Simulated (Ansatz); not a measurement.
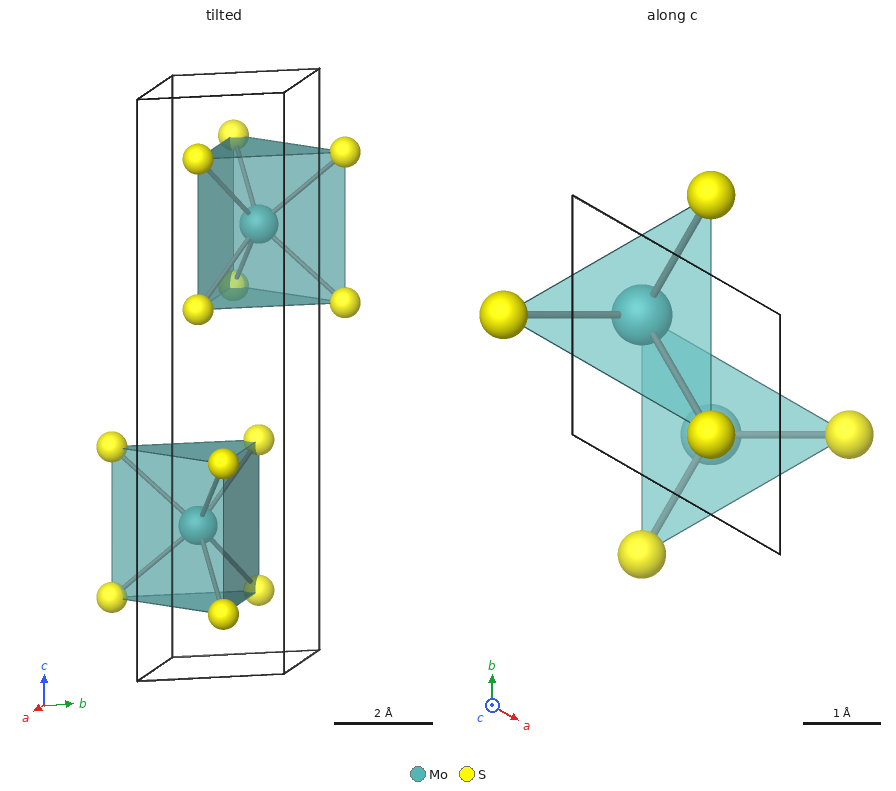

The image is a polyhedral drawing of a crystal, viewed slightly off an axis and along the c axis. The parallelepiped is the unit cell. Some neighbours outside the box are added.

MoS2, a = 3.15 Å, b = 3.15 Å, c = 12.09 Å, α = 90.00°, β = 90.00°, γ = 120.00°.

Level of theory and settings: DFT PBE+D3(BJ), scalar-relativistic, plane waves, PAW (Ansatz), wavefunction cutoff 420 eV, k-grid 12×12×4, Gaussian smearing of 0.02 eV, no spin polarisation.

### Predict the gap.

A semiconductor at this level, with a gap of 0.79 eV on the k-mesh (the true edges may lie between mesh points, so the gap can be somewhat smaller).

The cell started as a structure listed in the Materials Project. It is drawn as it came out of a relaxation with DFT PBE+D3(BJ), scalar-relativistic, plane waves, PAW (Ansatz 0.2.0).
